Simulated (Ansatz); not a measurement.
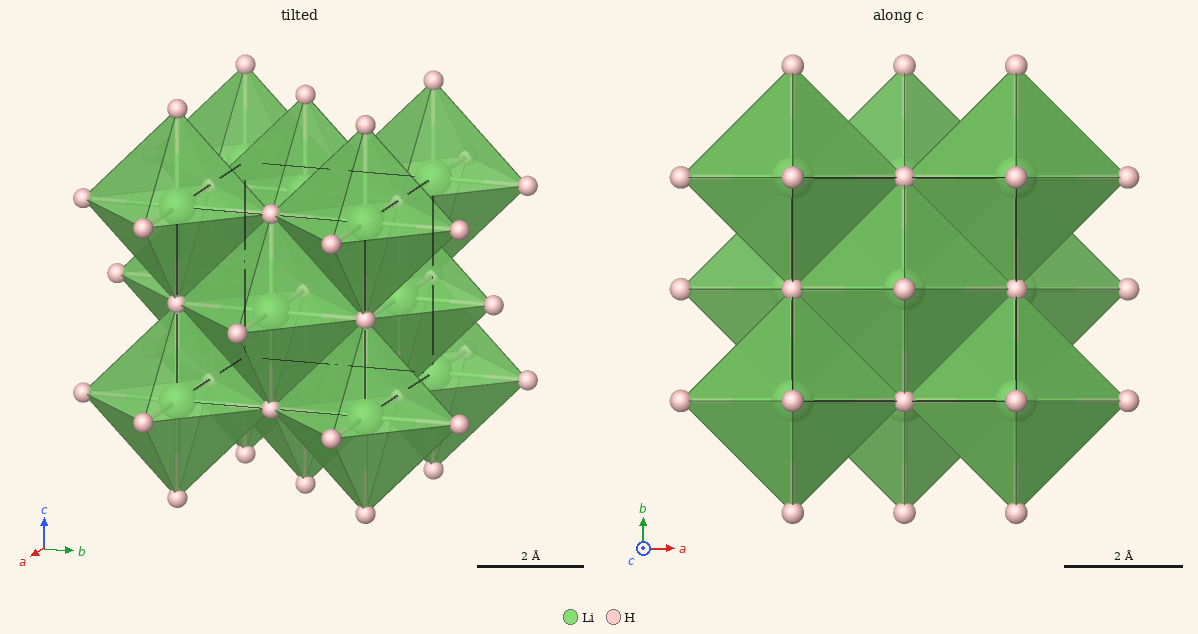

A polyhedral picture of a crystal structure, seen slightly off an axis and along the c axis. Lines trace the edges of the conventional unit cell. A few atoms beyond the faces are included.

LiH, rock salt (NaCl type), space group Fm-3m (No. 225), a = 3.806 Å, b = 3.806 Å, c = 3.806 Å, α = 90.00°, β = 90.00°, γ = 90.00°. Its origin is a structure type filled with these elements by a generator (whether the compound takes this form wasn't checked). The cell was then strained or its atoms displaced on purpose. It went into a calculation with Ansatz.

This one geometry was computed with Ansatz (DFT, plane waves, PAW) at three levels of theory: r2SCAN, PBE and HSE06. It was relaxed with r2SCAN and then strained.

**How does the band gap change with the level of theory?**

PBE: a gap of 2.85 eV, direct; r2SCAN: a gap of 3.51 eV, direct; HSE06: a gap of 3.85 eV, direct.

**Collect the results in a table.**

| level | cutoff (eV) | k-mesh of the run's cell | gap (eV) | pressure (GPa) |
| --- | --- | --- | --- | --- |
| r2SCAN | 500 | 10×10×10 | 3.51 | 7.2 |
| PBE | 420 | 10×10×10 | 2.85 | 7.3 |
| HSE06 | 420 | 8×8×8 | 3.85 | 6.6 |

Gaps are taken on the k-mesh or band path of each run.
